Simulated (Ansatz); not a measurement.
# MoS2 (layered bulk) (P6_3/mmc): band gap by G0W0 on PBEsol, part 2 of 3

How far does one-shot GW move the PBEsol gap of MoS2 (layered bulk) (P6_3/mmc)?

Ansatz 0.2.0; PBEsol, then G0W0 on it, plane waves, PAW. Known limits of the many-body steps: finite bands, screening cutoff and k mesh; no spin-orbit coupling in G0W0.

So far. Step 2 (Relaxation): The program's warnings for this run: band table not solved further. The relaxed cell has a = 3.109, c = 11.711 Å (conventional setting).

## 3. Bands along the symmetry lines

Levels along a band path and on the mesh show where this functional puts the band edges.

This step: DFT, PBEsol, plane waves, PAW; PAW set soft_1.

Contents of input.yaml:

```yaml
crystal:
  lattice:
    - [3.1090582659, 0.0, 0.0]
    - [-1.5545291329, 2.6925234401, 0.0]
    - [0.0, 0.0, 11.7111663891]
  atoms:
    - { symbol: Mo, position: [0.3333333333, 0.6666666667, 0.25] }
    - { symbol: S, position: [0.6666666667, 0.3333333333, 0.3834849812] }
    - { symbol: S, position: [0.6666666667, 0.3333333333, 0.1165150188] }
    - { symbol: Mo, position: [0.6666666667, 0.3333333333, 0.75] }
    - { symbol: S, position: [0.3333333333, 0.6666666667, 0.8834849812] }
    - { symbol: S, position: [0.3333333333, 0.6666666667, 0.6165150188] }
kpoints:
  mp_grid: { grid: [12, 12, 2] }
  band_path:
    path:
      - [[0.0, 0.0, 0.0], [0.5, 0.0, 0.0], [0.33333333, 0.33333333, 0.0], [0.0, 0.0, 0.0], [0.0, 0.0, 0.5], [0.5, 0.0, 0.5], [0.33333333, 0.33333333, 0.5], [0.0, 0.0, 0.5]]
      - [[0.5, 0.0, 0.5], [0.5, 0.0, 0.0]]
      - [[0.33333333, 0.33333333, 0.5], [0.33333333, 0.33333333, 0.0]]
    npoints: 10
hamiltonian:
  xc: pbesol
  pseudopotentials: { kind: paw, azcp: { folder: soft_1 }, xc_functional: pbe }
scf:
  occupations: { method: fermi_dirac, width: 0.02 }
  n_extra_bands: 6
output:
  eigenvalues: true
  forces: true
  stress: true
  write_density: true
  write_potential: true
  elf: true
  volumetric_format: npy
```

On the command line:

```console
ansatz run input.yaml --threads 2 --pin off --max-ram 92160MiB --backend cuda --events-out ev --progress --plain --runs-dir out --devices 1 --max-vram 13GiB
```

Numbers of over 12 decimals in the logs are rounded to 6 here.

What it wrote:

```text
[...]
GPUs: using 1 of 1 available (devices: 1).
[...]
GPU FFT provider: cuFFT
GPU libraries: cuBLAS 13.8.2, cuFFT 12.4.0, cuSOLVER 12.3.4
Crystal: 6 atoms, lattice volume = 98.037 Å³
Basis set: ecut = 420 eV, 1887 PW (Γ), exchange–correlation on 48×48×160 points (8 copies of the dense FFT grid, shifted against one another)
Bands: 32, of which v1, the nominal top of the filled ones, is band 26 counted from 1 (25 counted from 0)
Symmetry: 24 space group operations
[...]
k-points: 38 of 288
[...]
GPU buffer pool allocated for 46080 grid points (all kernels)
[...]
SCF iter   1: F=—  HF=-13341.933399 eV  |F-HF|=—  |Δ(HF+E_count)|=         —  Δρ=6.13e-2  dr2=4.71e0  ethr=3.10e-3  ⟨swp⟩=9.5  Hψ=6885  notcnv=0
[...]
SCF iter   8: F=-13340.307183 eV  HF=-13340.307183 eV  |F-HF|=5.84e-10  |Δ(HF+E_count)|=   2.21e-7  Δρ=2.51e-6  dr2=7.62e-9  ethr=1.92e-10  ⟨swp⟩=14.3  Hψ=10006  notcnv=0
SCF 1 converged in 8 iterations: F = -13340.307183 eV  dr2 = 7.62e-9
[...]
NSCF: frozen V_eff on 93 k-points
SCF converged after 8 iterations
Free energy (F): -13340.307183 eV
[...]
Internal energy: -13340.307183 eV  (E = F + TS)
E sigma→0 (E₀):  -13340.307183 eV
Entropy (-TS):   -0.000000 eV (-0.000 meV/atom)
Fermi energy:    12.742162 eV
[...]
--- Forces (eV/Å), atoms counted from 1 ---
  atom   1  Mo     0.00000000    -0.00000000     0.00000000
  atom   2  S      0.00000000    -0.00000000    -0.01519062
  atom   3  S      0.00000000    -0.00000000     0.01519062
  atom   4  Mo    -0.00000000     0.00000000     0.00000000
  atom   5  S     -0.00000000     0.00000000    -0.01519062
  atom   6  S     -0.00000000     0.00000000     0.01519062
  max |Σ_I F_I| component: 1.97e-17 eV/Å
--- Stress (GPa, compression-positive) ---
        4.033812       0.000000       0.000000
        0.000000       4.033812       0.000000
        0.000000       0.000000       4.186273
  P = ⅓ Tr σ = 4.0846 GPa (40.846 kbar)
--- Band table (eV; the first three rows and the last of 38) ---
  k-point 0: bands = [... 22 lower, 10.2263, 10.8889, 11.5243, 12.4876, 14.5216, 14.5216, 14.5705, 14.5705, ... 2 higher]
  k-point 1: bands = [... 22 lower, 10.1803, 10.1803, 12.2274, 12.2274, 14.5180, 14.5180, 14.5180, 14.5180, ... 2 higher]
  k-point 2: bands = [... 22 lower, 10.2764, 10.9188, 11.5923, 12.2065, 14.4152, 14.4545, 14.4816, 14.5266, ... 2 higher]
  k-point 37: bands = [... 22 lower, 9.3198, 9.3198, 11.5586, 11.5586, 13.5356, 13.5356, 14.4728, 14.4728, ... 2 higher]
```

The job ended after 9.4 s (1 × NVIDIA H100 80GB HBM3 (shared by 6 runs) with 2 threads of AMD EPYC 7R13 (Zen 3), shared host; peak memory 0.96 GiB).

Numbers from this step:

```
pressure             : 4.085 GPa
filled bands         : 26
gap                  : 0.5451 eV
valence top at       : Γ
conduction bottom at : k = (0.167, 0.167, 0.000)
least direct gap     : 1.793 eV
```

Over mesh and path the gap is 0.545 eV, from k = Γ to k = (0.167, 0.167, 0.000). The least direct gap found is 1.793 eV, at k = (0.333, 0.333, 0.000). The pressure in this cell is 4 GPa; the cell is kept.

The electronic bands at the labelled points (eV, zero at the top of the highest nominally filled band):

```csv
point,band 23,band 24,band 25,band 26,band 27,band 28,band 29,band 30
Γ,-2.26,-1.60,-0.96,0.00,2.03,2.03,2.08,2.08
M,-1.93,-1.73,-1.55,-1.52,1.60,1.68,1.90,2.35
K,-2.80,-2.80,-1.05,-0.75,1.04,1.04,1.28,2.77
Γ,-2.26,-1.60,-0.96,0.00,2.03,2.03,2.08,2.08
A,-2.31,-2.31,-0.26,-0.26,2.03,2.03,2.03,2.03
L,-1.74,-1.74,-1.60,-1.60,1.63,1.63,2.15,2.15
H,-3.17,-3.17,-0.93,-0.93,1.05,1.05,1.99,1.99
A,-2.31,-2.31,-0.26,-0.26,2.03,2.03,2.03,2.03
jump to L,-1.74,-1.74,-1.60,-1.60,1.63,1.63,2.15,2.15
M,-1.93,-1.73,-1.55,-1.52,1.60,1.68,1.90,2.35
jump to H,-3.17,-3.17,-0.93,-0.93,1.05,1.05,1.99,1.99
K,-2.80,-2.80,-1.05,-0.75,1.04,1.04,1.28,2.77
```

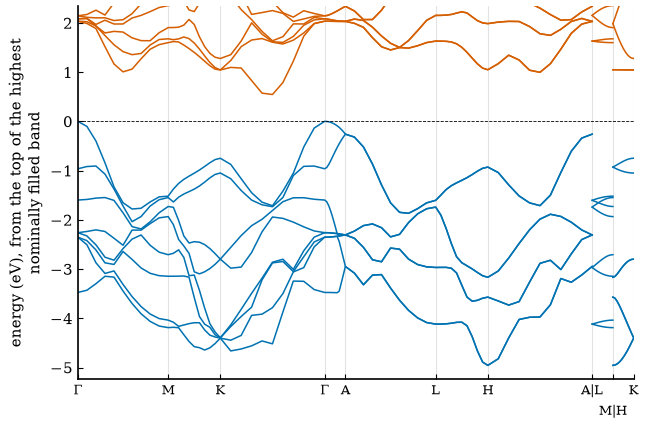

Electronic bands along the path; lines of filled and empty bands in two colours.

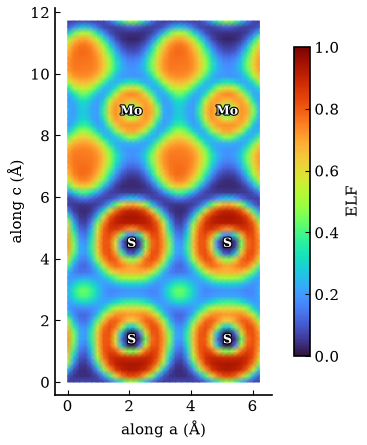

ELF in the ac plane at fractional y = 0.333, with atoms of S and Mo within 0.2 Å of it. It is the smooth field of the valence electrons, not physical close to the nuclei.

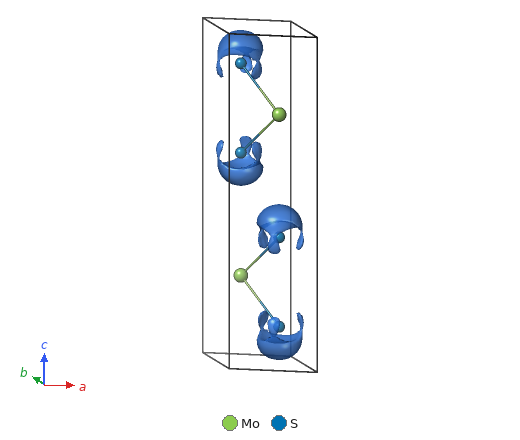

Surface of ELF = 0.85.

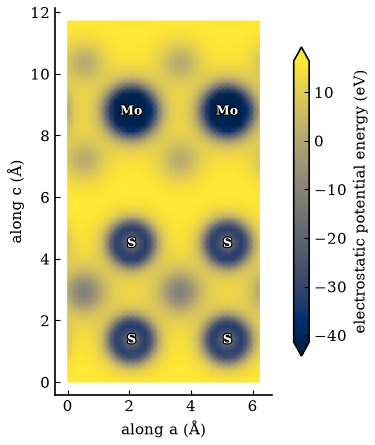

Electrostatic potential energy in the ac plane at fractional y = 0.333, with atoms of S and Mo within 0.2 Å of it. With pseudopotentials it is smooth inside the atoms' cores, unlike the true potential.

## 4. One-shot GW

G0W0 replaces the xc potential by a self-energy built once from the orbitals of the start. Levels are corrected in the window of bands that the input names, at points of the mesh.

This step: G0W0 on PBEsol, plane waves, PAW; PAW set soft_1.

input.yaml, the sections that differ from step 3:

```yaml
kpoints:
  mp_grid: { grid: [9, 9, 2] }
scf:
  occupations: { method: fixed }
gw:
  n_empty_bands: 408
  ecut_chi: 150.0
  qp_bands: [v2, c2]
  qp_kpoints: band_edges
  screening: { model: contour_deformation }
# crystal, hamiltonian: as in step 3
# output: removed
```

What it wrote:

```text
GPUs: using 1 of 1 available (devices: 1).
[...]
GPU FFT provider: cuFFT
GPU libraries: cuBLAS 13.8.2, cuFFT 12.4.0, cuSOLVER 12.3.4
Crystal: 6 atoms, lattice volume = 98.037 Å³
Basis set: ecut = 420 eV, 1887 PW (Γ)
Bands: 32, of which v1, the nominal top of the filled ones, is band 26 counted from 1 (25 counted from 0)
Symmetry: 24 space group operations
[...]
k-points: 24 of 162
[...]
GPU buffer pool allocated for 46080 grid points (all kernels)
[...]
SCF iter   1: F=—  HF=-13341.933250 eV  |F-HF|=—  |Δ(HF+E_count)|=         —  Δρ=6.14e-2  dr2=4.73e0  ethr=3.10e-3  ⟨swp⟩=5.1  Hψ=3477  notcnv=0  defer=35
[...]
SCF iter   8: F=-13340.307116 eV  HF=-13340.307116 eV  |F-HF|=1.31e-8  |Δ(HF+E_count)|=   1.92e-6  Δρ=9.52e-6  dr2=9.78e-8  ethr=1.92e-10  ⟨swp⟩=6.2  Hψ=4142  notcnv=0
SCF 1 converged in 8 iterations: F = -13340.307116 eV  dr2 = 9.78e-8
[...]
NSCF: frozen V_eff on 24 k-points, pencils in batches of 32, up to order 128
the band table was solved once the SCF had ended and its energy, with any forces and stress, was formed, with the checks that follow a solve (3165 applications of the Hamiltonian). They found nothing against the state; the energy, forces and stress were not computed again (output.eigenvalues in the input reference)
[...]
G₀W₀ screening: q 1/24
[... further progress lines ...]
[...]
SCF converged after 8 iterations
Free energy (F): -13340.307116 eV
[...]
Internal energy: -13340.307116 eV  (E = F + TS)
E sigma→0 (E₀):  -13340.307116 eV
Fermi energy:    12.487584 eV
[...]
--- Band table (eV; the first three rows and the last of 24) ---
  k-point 0: bands = [... 22 lower, 10.2263, 10.8889, 11.5242, 12.4876, 14.5216, 14.5216, 14.5705, 14.5705, ... 2 higher]
  k-point 1: bands = [... 22 lower, 10.1803, 10.1803, 12.2274, 12.2274, 14.5181, 14.5181, 14.5181, 14.5181, ... 2 higher]
  k-point 2: bands = [... 22 lower, 10.2841, 10.9336, 11.5599, 11.9998, 14.3352, 14.3451, 14.3833, 14.4688, ... 2 higher]
  k-point 23: bands = [... 22 lower, 9.3198, 9.3198, 11.5587, 11.5587, 13.5356, 13.5356, 14.4728, 14.4728, ... 2 higher]
--- G₀W₀: contour deformation, 8 samples at zero and on the imaginary axis and 1 off it, 162 q-points, 408 empty bands' worth ---
  eigenvalues of the whole cell's RPA ε∞ on this k-mesh (on a slab, of 1 + 4πα/V) = 8.5952, 15.4854, 15.4854; static W/v taken at q = 0 is 0.077884
  gw.qp_kpoints: band_edges: 16 of 24 stored k-points solved, in 1 pass; an edge of the gap read off the rows below is read off those points alone
    valence top: of the k-points left out ik 16 came nearest to being solved in a further pass, in band 26 (counted from 1, as in the quasiparticle table): it holds the edge there only if its correction is more favourable than any solved in that band by at least 1.050 eV; those differ by 0.463 eV
    conduction bottom: of the k-points left out ik 19 came nearest to being solved in a further pass, in band 27 (counted from 1, as in the quasiparticle table): it holds the edge there only if its correction is more favourable than any solved in that band by at least 0.454 eV; those differ by 0.281 eV
    ik  band        ε_KS         Σx   Σc(E_QP)       V_xc       Z   E_QP_lin       E_QP  E_QP is
     0    25     11.5242   -18.6424     1.6742   -16.5369  0.7569    11.0904    11.0930  root
     0    26     12.4876   -19.7167     0.3234   -19.3384  0.7475    12.4327    12.4327  root
     0    27     14.5216   -13.8526    -4.3993   -18.5970  0.7474    14.8686    14.8666  root
     0    28     14.5216   -13.8526    -4.3993   -18.5970  0.7474    14.8686    14.8666  root
     1    25     12.2274   -19.4407     0.6582   -18.6561  0.7499    12.1010    12.1012  root
     1    26     12.2274   -19.4407     0.6582   -18.6561  0.7499    12.1010    12.1012  root
     1    27     14.5181   -13.7702    -4.3737   -18.4734  0.7468    14.8495    14.8476  root
     1    28     14.5181   -13.7702    -4.3737   -18.4734  0.7468    14.8495    14.8476  root
     2    25     11.5599   -18.6927     1.6590   -16.6052  0.7568    11.1290    11.1315  root
     2    26     11.9998   -19.4383     0.5775   -18.7888  0.7475    11.9278    11.9279  root
     2    27     14.3352   -13.9093    -4.3124   -18.4846  0.7389    14.5994    14.5981  root
     2    28     14.3451   -13.7974    -4.4744   -18.6472  0.7524    14.7227    14.7205  root
     3    25     11.9015   -19.3545     0.8303   -18.3857  0.7492    11.7629    11.7630  root
     3    26     11.9015   -19.3545     0.8303   -18.3857  0.7492    11.7629    11.7630  root
     3    27     14.3619   -13.8823    -4.4452   -18.6756  0.7484    14.7120    14.7100  root
     3    28     14.3619   -13.8823    -4.4452   -18.6756  0.7484    14.7120    14.7100  root
     4    25     10.9592   -18.7959     1.8246   -16.5710  0.7496    10.5564    10.5588  root
     4    26     10.9738   -19.2947     1.0903   -18.1513  0.7403    10.9207    10.9207  root
     4    27     13.5536   -13.7971    -4.1177   -18.2315  0.7513    13.8716    13.8703  root
     4    28     13.9733   -14.3213    -4.1565   -18.7983  0.7427    14.2954    14.2937  root
     6    25     10.4682   -19.6944     1.7637   -17.6939  0.7440    10.2304    10.2314  root
     6    26     10.6999   -19.1885     1.2679   -17.8660  0.7397    10.6452    10.6453  root
     6    27     13.6763   -14.3606    -4.3583   -19.1202  0.7458    14.0802    14.0776  root
     6    28     13.8491   -15.3705    -4.4120   -20.2239  0.7393    14.2939    14.2905  root
     8    25     10.8859   -19.1025     1.7108   -17.0589  0.7518    10.5516    10.5532  root
     8    26     10.9471   -18.6331     1.2266   -17.2740  0.7490    10.8143    10.8146  root
     8    27     14.0376   -16.5917    -4.7693   -21.9050  0.7300    14.5874    14.5816  root
     8    28     14.1471   -16.5491    -4.8194   -21.8995  0.7283    14.6843    14.6782  root
    10    25     11.2541   -19.3489     0.9525   -18.3277  0.7428    11.1854    11.1855  root
    10    26     11.2920   -18.8236     1.7411   -16.6702  0.7534    10.8773    10.8797  root
    10    27     13.5506   -13.6525    -3.9746   -17.9079  0.7521    13.8324    13.8314  root
    10    28     14.1102   -14.0892    -4.5567   -19.0901  0.7560    14.5574    14.5544  root
    12    25     10.6925   -19.7689     1.3111   -18.4033  0.7369    10.6380    10.6381  root
    12    26     10.7748   -19.7795     1.2389   -18.5156  0.7369    10.7498    10.7498  root
    12    27     13.1308   -13.6907    -3.9162   -17.9441  0.7563    13.4693    13.4680  root
    12    28     14.0672   -14.8734    -4.5743   -19.8713  0.7377    14.4940    14.4907  root
    13    25     10.7630   -19.7423     1.2937   -18.3921  0.7379    10.7065    10.7065  root
    13    26     10.7630   -19.7423     1.2937   -18.3921  0.7379    10.7065    10.7065  root
    13    27     13.5720   -14.0822    -4.1429   -18.5897  0.7521    13.9383    13.9365  root
    13    28     13.5720   -14.0822    -4.1429   -18.5897  0.7521    13.9383    13.9365  root
[...]
21    25     11.2833   -19.1395     0.7048   -18.4342  0.7465    11.2828    11.2828  root
    21    26     11.2833   -19.1395     0.7048   -18.4342  0.7465    11.2828    11.2828  root
    21    27     13.8542   -15.7566    -4.2644   -20.4516  0.7395    14.2882    14.2848  root
    21    28     13.8542   -15.7566    -4.2644   -20.4516  0.7395    14.2882    14.2848  root
    22    25     11.4385   -18.8996     0.4605   -18.4762  0.7480    11.4756    11.4756  root
    22    26     11.7379   -19.4805     0.3253   -19.2055  0.7477    11.7882    11.7882  root
    22    27     13.5312   -16.2024    -4.0538   -20.7101  0.7425    13.9879    13.9850  root
    22    28     13.5312   -16.2024    -4.0538   -20.7101  0.7425    13.9879    13.9850  root
    23    25     11.5587   -19.0606     0.3837   -18.7213  0.7482    11.6031    11.6031  root
    23    26     11.5587   -19.0606     0.3837   -18.7213  0.7482    11.6031    11.6031  root
    23    27     13.5356   -16.1886    -4.0524   -20.6929  0.7426    13.9904    13.9875  root
    23    28     13.5356   -16.1886    -4.0524   -20.6929  0.7426    13.9904    13.9875  root
```

Run time: 68 s. Hardware: 1 × NVIDIA H100 80GB HBM3 (shared by 6 runs) with 2 threads; peak memory 2.1 GiB; 1.9 min of CPU time.

This step gave:

```yaml
bands_summed: 434
rpa_eps_infinity_on_this_mesh_eigenvalues: 8.595, 15.49, 15.49
plane_waves_in_the_screening_matrix: 401
q_points_in_the_mesh: 162
g0w0_gap_over_the_corrected_points: 1.035 eV
k_of_the_valence_top: 0, 0, 0
k_of_the_conduction_bottom: 0.1111, 0.2222, 0
starting_gap_on_the_mesh: 0.6432 eV
z_at_the_valence_top: 0.7475
z_at_the_conduction_bottom: 0.7563
least_direct_g0w0_gap_over_the_corrected_points: 2.197 eV
```

Over 16 of 24 irreducible mesh points the G0W0 gap is 1.035 eV, from k = Γ to k = (0.111, 0.222, 0.000). The PBEsol gap of this run on the mesh is 0.643 eV. The two states that bound the G0W0 gap lie that far apart at the start, so the correction of the gap is 1.035 − 0.643 = +0.392 eV. The start of this run differs from the step before in mesh (12×12×2 and 9×9×2).

Labels follow the order of the start: v1 is the top filled band, c1 the lowest empty one; levels that stay degenerate share a row, the window can cut a multiplet, doubted levels are not marked in this list, bands outside the window were not corrected, and the list may be a part of the corrected levels. The levels before and after the correction (eV, zero at the valence-band top of each column):

|  | conduction bottom | valence top |
| --- | --- | --- |
| Kohn-Sham | 0.64 | 0.00 |
| G0W0 | 1.04 | 0.00 |

```
                        level  occupation  energy (eV)
Kohn-Sham                Γ v2           2       -0.963
Kohn-Sham                Γ v1           2        0.000
Kohn-Sham             Γ c1-c2           0        2.034
Kohn-Sham  (0.111 0.222 0) v2           2       -1.795
Kohn-Sham  (0.111 0.222 0) v1           2       -1.713
Kohn-Sham  (0.111 0.222 0) c1           0        0.643
Kohn-Sham  (0.111 0.222 0) c2           0        1.580
     G0W0                Γ v2           2       -1.340
     G0W0                Γ v1           2        0.000
     G0W0             Γ c1-c2           0        2.434
     G0W0  (0.111 0.222 0) v2           2       -1.795
     G0W0  (0.111 0.222 0) v1           2       -1.683
     G0W0  (0.111 0.222 0) c1           0        1.035
     G0W0  (0.111 0.222 0) c2           0        2.058
```

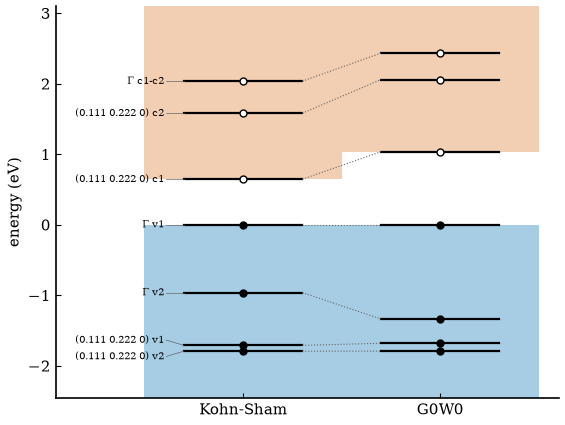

Levels before and after the correction. Shaded: valence and conduction bands. Filled marks are occupied levels, open marks empty ones.

The parts of the quasiparticle energy for the two states that bound the G0W0 gap, in eV on the run's own scale (QP = start + Σx + Σc − Vxc, with Σc at the quasiparticle energy):

| edge | k | band | start | Σx | Σc | Vxc | Z | QP |
| --- | --- | --- | --- | --- | --- | --- | --- | --- |
| valence top | Γ | 26 | 12.488 | −19.717 | 0.323 | −19.338 | 0.748 | 12.433 |
| conduction bottom | (0.111, 0.222, 0.000) | 27 | 13.131 | −13.691 | −3.916 | −17.944 | 0.756 | 13.468 |

(Part 2 of 3 ends here.)

[Paths, hosts, dates, memory and timing lines, banners, echoed tables and standing remarks are left out of the program output.]

[Logs are printed without paths, hosts, clocks, repeated set-up lines and the standing remarks that a program may print on its own settings, such as how far it seeks lower states.]

[Runs of the session that timed out or met a known fault of the program may be left out.]

[Cells called generated may have been cut or substituted from an entry of the Crystallography Open Database or the Materials Project.]

[Hosts, paths, dates, database ids (printed as entryN), source tags and the programs' standing remarks are cut or masked in the printed files.]

[Where an RPA ε∞ is given, it is that of the G0W0 mesh and is not shown converged in it. Names of k-points follow the symmetry that the program found, which can be lower than the space group named. Band edges on a path are those of the sampled points; other points can move an edge, and change direct to indirect where valleys lie close.]

[Hybrid gaps are those of their k-mesh and are not shown converged in it.]
